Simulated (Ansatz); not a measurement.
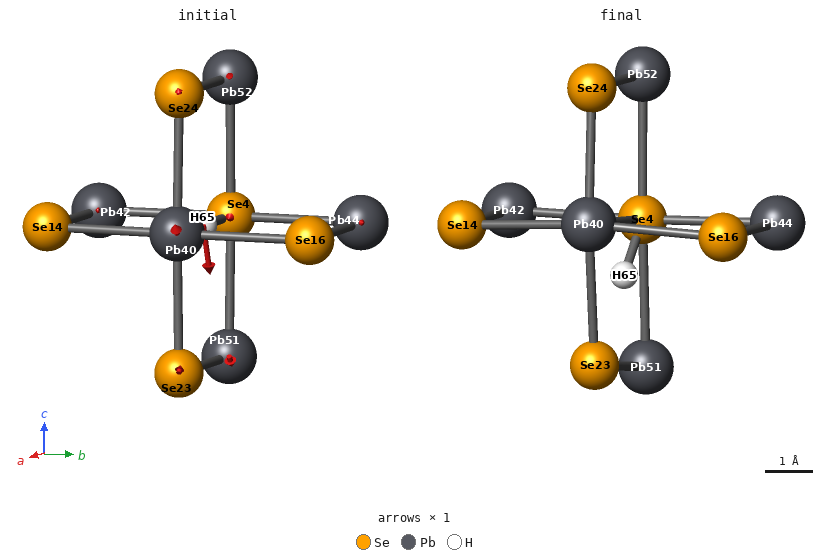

The structure of a defect cell of composition Se32Pb32H (cell charge +1) before (left) and after (right) a relaxation, at one scale. The red arrows give the displacements, at their true length.

Style: ball-and-stick. Shown: the atoms within 4.2 Å of the atom that moves most (axes of the cell of the calculation (origin shifted)), slightly off an axis.

Theory: DFT, PBEsol, PAW, plane waves (Ansatz). Settings: plane-wave cutoff 420 eV; k-point mesh 1 × 1 × 1; mesh shifted by (0.25, 0.25, 0.25); no spin polarisation; atoms relaxed in a fixed cell; force threshold 0.03 eV/Å; at most 80 steps.

Q: Describe what moved and what it gained.

A: H65 moves most: 1.19 Å along [−1 0 −3]. By element the largest moves are H 1.19 Å, Pb 0.33 Å, Se 0.20 Å. The lattice vectors keep their values. Some distances before and after: Pb40–H65 1.573 → 2.552 Å, Se4–Pb51 3.049 → 3.259 Å, Se4–Pb52 3.039 → 3.168 Å, Se23–Pb51 3.035 → 3.143 Å. Over 17 geometry steps the energy falls by 1.551 eV per cell of the calculation. The largest force component goes from 6.1 to 0.0073 eV/Å.

Limits of the set-up: the cell is charged, on a uniform background, and energies carry no finite-size correction.
